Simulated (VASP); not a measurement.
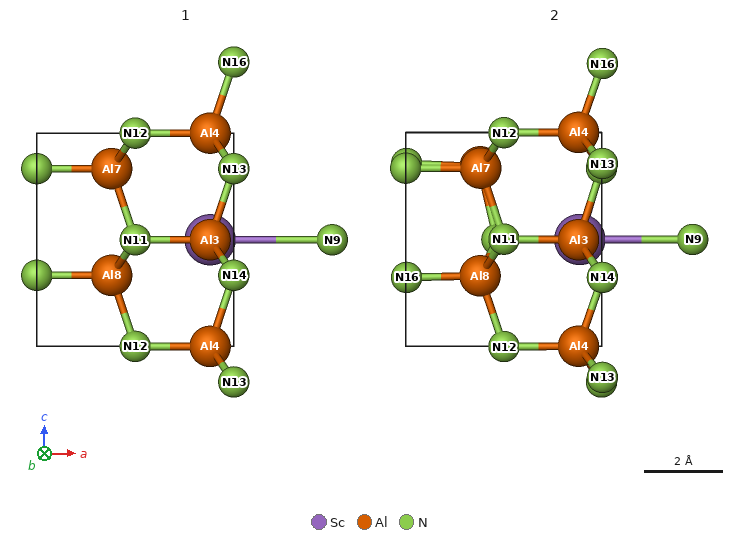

Two geometries of solid ScAl7N8 (a generated structure, set up in P3m1), drawn at one scale. One is the start of a relaxation, the other its converged end. The picture is a ball-and-stick view of the cell of the calculation (origin shifted), seen along the b axis.

Computed with Kohn-Sham DFT of a periodic cell, PBE, VASP PAW PBE potentials, recommended (VASP). (plane-wave cutoff 600 eV; k-point mesh 6 × 6 × 5; occupations gaussian; smearing width 0.03 eV; no spin polarisation)

Question: Which geometry has the lower energy?

Answer: Structure 2 is the relaxed one. The run lets cell and atoms move. After 11 geometry steps the energy has fallen by 54.6 meV per atom. The largest force component goes from 3.6 to 0.0042 eV/Å. The pressure goes from 1.87 to −0.03 GPa. The largest move relative to the cell is that of an N atom, 0.17 Å along −a. By element the largest moves are N 0.17 Å, Sc 0.05 Å, Al 0.04 Å. The drawn cell changes at constant volume: a 5.080 → 5.049 Å (−0.6 %), b = c 6.350 → 6.368 Å (+0.3 %). Among the contacts that change: N–Sc 3.150 → 2.911 Å, N–Sc 1.930 → 2.137 Å, N–Sc 1.932 → 2.043 Å, Al–N 1.932 → 1.881 Å. Among the angles between lasting bonds that change: N–Al–N 110.5° → 104.6°, Sc–N–Al 108.4° → 103.0°, Sc–N–Al 108.4° → 104.0°. The space group stays P3m1 (No. 156).
